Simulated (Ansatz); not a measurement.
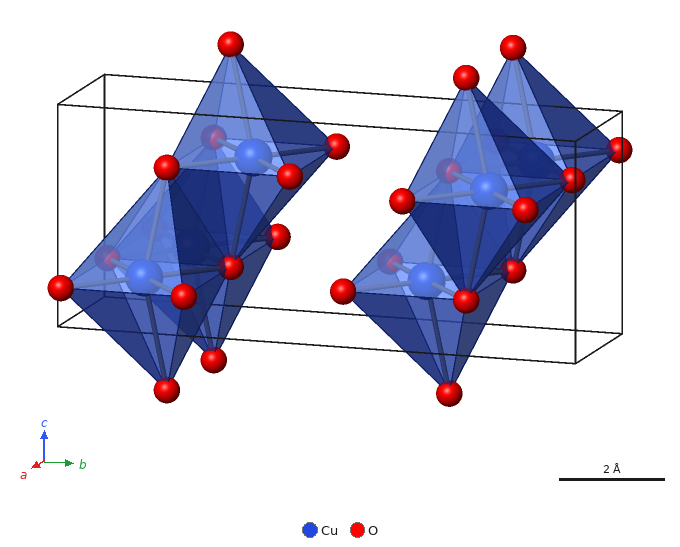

Fig. 1: The structure (polyhedral view of the cell 2 times as large as that of the calculation, set on its symmetry axes, seen slightly off an axis; polyhedra are completed across the faces of the cell). An atom can appear more than once, as a periodic image.

Run report: CuO2, single-point calculation (part 1 of 3)

System: CuO2 (Cmcm, 6 atoms in the cell).
Method: DFT r2SCAN+U, scalar-relativistic, plane waves, PAW, Ueff = 4 eV on Cu d, spin-polarised (Ansatz 0.2.0).

The structure derives from a Materials Project entry. It belongs to a series of runs on one base structure; here: small parallel starting moments. Figures and captions count atoms from 1; the log counts them from 0 in places.

**Input file**
```yaml
crystal:
  lattice:
    - [1.412615, -5.210747, 0.0]
    - [1.412615, 5.210747, 0.0]
    - [0.0, 0.0, 4.343424]
  atoms:
    - { symbol: Cu, position: [0.832747, 0.167253, 0.25], spin: 0.5 }
    - { symbol: Cu, position: [0.167253, 0.832747, 0.75], spin: 0.5 }
    - { symbol: O, position: [0.448514, 0.551486, 0.25] }
    - { symbol: O, position: [0.551486, 0.448514, 0.75] }
    - { symbol: O, position: [0.21103, 0.78897, 0.25] }
    - { symbol: O, position: [0.78897, 0.21103, 0.75] }
basis:
  ecutwfc: 500
kpoints:
  mp_grid: { grid: [14, 14, 8] }
hamiltonian:
  xc: r2scan
  hubbard: { sites: [{ species: Cu, l: d, u_eff: 4.0 }] }
scf:
  occupations: { method: gaussian, width: 0.1 }
output:
  forces: true
  stress: true
  eigenvalues: true
  populations: true
  write_density: true
  write_potential: true
  elf: true
  volumetric_format: npy
magnetization:
  spin_polarized: true
```

Hardware: 1 thread of Oxide Virtual Turin-like (Zen 5), 32 GiB of memory available, shared host.

Launch command:
```bash
ansatz run input.yaml --threads 1 --pin off --max-ram 2560MiB --backend cpu --events-out ev --progress --plain --runs-dir out
```

**Output**
```
Cu: projections on atomic orbitals take those of the free atom [Ne] 3s2 3p6 3d10 4s1, of charge +0.00 (hamiltonian.pseudopotentials.projection_atoms); the dataset's partial waves leave at most 2.0e-6 of an orbital's norm unspanned inside its sphere
O: projections on atomic orbitals take those of the free atom [He] 2s2 2p4, of charge +0.00 (hamiltonian.pseudopotentials.projection_atoms); the dataset's partial waves leave at most 1.9e-8 of an orbital's norm unspanned inside its sphere
Engine: ansatz 0.2.0, x86_64-unknown-linux-gnu
Pseudopotentials: kind: paw
Pseudopotential: Cu, paw, valence charge 19, recommended cutoff 500 eV (meta_gga), Cu.paw.azcp
Pseudopotential: O, paw, valence charge 6, recommended cutoff 500 eV (meta_gga), O.paw.azcp
Functional definition: r2SCAN
  parameter k0 = 0.174
  parameter k1 = 0.065
  parameter a1 = 4.9479
  exchange = r2scan_x(k0 = k0, k1 = k1, a1 = a1)
  correlation = r2scan_c
Crystal: 6 atoms, lattice volume = 63.942 Å³
Basis set: ecut = 500 eV, 1605 PW (Γ), exchange–correlation on 160×160×128 points (64 copies of the dense FFT grid, shifted against one another)
Bands: 38, of which v1, the nominal top of the filled ones, is band 31 counted from 1 (30 counted from 0)
Symmetry: 8 space group operations
Space group: Cmcm (ITA 63), of the structure as read, at distance tolerance 4.0e-5 Å
Magnetic group: BNS 63.457 (UNI 555), of the structure as read, at distance tolerance 4.0e-5 Å
k-points: 285 of 1568
Non-local potential: Cu, projectors of the file, l = 0: 3, l = 1: 2, l = 2: 3, l = 3: 1
Non-local potential: O, projectors of the file, l = 0: 2, l = 1: 2, l = 2: 1
PAW form: soft (Blöchl's): semilocal exchange-correlation on the pseudo side does not see the compensation charge
PAW frozen core: Cu, regenerated for the run's functional (the file was generated under x = pbe(κ = 0.804, μ = 0.2195149727645171), c = pbe(β = 0.06672455060314922))
PAW frozen core: O, regenerated for the run's functional (the file was generated under x = pbe(κ = 0.804, μ = 0.2195149727645171), c = pbe(β = 0.06672455060314922))
PAW one-centre angular grid: Cu, 590 points (default); XC on 160 Gauss nodes
PAW one-centre angular grid: O, 302 points (default); XC on 160 Gauss nodes
Initial density: superposition of atomic densities (chi_scale 0.1, normalization cell, long waves kept (reshape's long-wave potential 0.24 eV rms))
Starting moments: Σ|m| = 1 μB on 2 of 6 sites
Initial wavefunctions: pseudopotential atomic-orbital guess
Functional: x = r2scan, c = r2scan; τ floored in thin density (d = 2e-4 eV/Å³)
```
